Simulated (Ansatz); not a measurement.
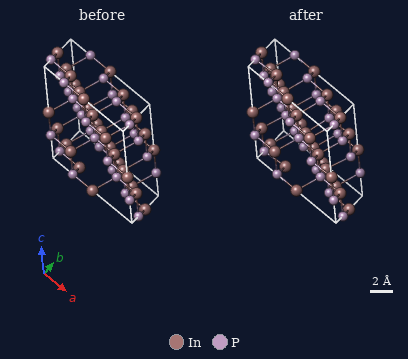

The structure of a defect cell of composition In₁₆P₁₅ before (left) and after (right) a relaxation, at one scale.

Style: ball-and-stick. Shown: the cell of the calculation (origin shifted), slightly off an axis.

Case: P vacancy (site d), charge +0, atoms relaxed at the host's cell.

Theory: Ansatz, DFT PBE, scalar-relativistic, plane waves, PAW.

The input:
```yaml
crystal:
  lattice:
    - [-5.9597880289, 5.9597880289, 5.9597880289]
    - [5.9597880289, -5.9597880289, 5.9597880289]
    - [5.9597880289, 5.9597880289, -5.9597880289]
  atoms:
    - { symbol: In, position: [0.5, 0.5, 0.0], spin: 0.25 }
    - { symbol: In, position: [0.5, 0.75, 0.75] }
    - { symbol: In, position: [0.5, 0.0, 0.5] }
    - { symbol: In, position: [0.75, 0.25, 0.0] }
    - { symbol: In, position: [0.5, 0.25, 0.25] }
    - { symbol: In, position: [0.75, 0.5, 0.75] }
    - { symbol: In, position: [0.75, 0.75, 0.5] }
    - { symbol: In, position: [0.0, 0.0, 0.0] }
    - { symbol: In, position: [0.75, 0.0, 0.25] }
    - { symbol: In, position: [0.0, 0.25, 0.75], spin: 0.25 }
    - { symbol: In, position: [0.0, 0.5, 0.5] }
    - { symbol: In, position: [0.25, 0.75, 0.0], spin: 0.25 }
    - { symbol: In, position: [0.0, 0.75, 0.25] }
    - { symbol: In, position: [0.25, 0.0, 0.75] }
    - { symbol: In, position: [0.25, 0.25, 0.5] }
    - { symbol: In, position: [0.25, 0.5, 0.25], spin: 0.25 }
    - { symbol: P, position: [0.25, 0.75, 0.75] }
    - { symbol: P, position: [0.25, 0.0, 0.5] }
    - { symbol: P, position: [0.5, 0.25, 0.0] }
    - { symbol: P, position: [0.25, 0.25, 0.25] }
    - { symbol: P, position: [0.5, 0.5, 0.75] }
    - { symbol: P, position: [0.5, 0.75, 0.5] }
    - { symbol: P, position: [0.75, 0.0, 0.0] }
    - { symbol: P, position: [0.5, 0.0, 0.25] }
    - { symbol: P, position: [0.75, 0.25, 0.75] }
    - { symbol: P, position: [0.75, 0.5, 0.5] }
    - { symbol: P, position: [0.0, 0.75, 0.0] }
    - { symbol: P, position: [0.75, 0.75, 0.25] }
    - { symbol: P, position: [0.0, 0.0, 0.75] }
    - { symbol: P, position: [0.0, 0.25, 0.5] }
    - { symbol: P, position: [0.0, 0.5, 0.25] }
  host:
    lattice:
      - [0.0, 2.9798940145, 2.9798940145]
      - [2.9798940145, 0.0, 2.9798940145]
      - [2.9798940145, 2.9798940145, 0.0]
    atoms:
      - { symbol: In, position: [0.0, 0.0, 0.0] }
      - { symbol: P, position: [0.25, 0.25, 0.25] }
basis:
  ecutwfc: 420
  xc_grid: 2
kpoints:
  mp_grid: { grid: [2, 2, 2], shift: [0.5, 0.5, 0.5] }
hamiltonian:
  xc: pbe
scf:
  occupations: { method: gaussian, width: 0.02 }
output:
  forces: true
  stress: false
  eigenvalues: true
  populations: true
  charged_corrections:
    defect_position: [0.25, 0.5, 0.0]
    epsilon: [[15.0794, 0.0, 0.0], [0.0, 15.0794, 0.0], [0.0, 0.0, 15.0794]]
  write_density: true
  write_potential: true
  elf: true
  volumetric_format: npy
magnetization:
  spin_polarized: true
relax:
  adjacent_minimum: "off"
  f_tol: 0.025
  max_steps: 45
```

Run as
```bash
ansatz run input.yaml --threads 4 --pin off --max-ram 10240MiB --backend cpu --events-out ev --progress --plain --runs-dir out
```

What changed between the two?

Answer. The energy falls by 0.193 eV per cell of the calculation in 2 geometry steps. The largest force component goes from 0.26 to 0.004 eV/Å. The largest moves, 0.21 Å, are those of In1, In10, In12 and In16. In1 goes along −a. Largest moves by element: In 0.21 Å, P 0.04 Å. The cell doesn't change. Near-neighbour distances that change, for instance: In10–P25 2.581 → 2.617 Å, In11–P26 2.581 → 2.600 Å. Bond angles that change, for instance: In1–P28–In13 109.5° → 113.4°, P17–In12–P24 109.5° → 105.5°.
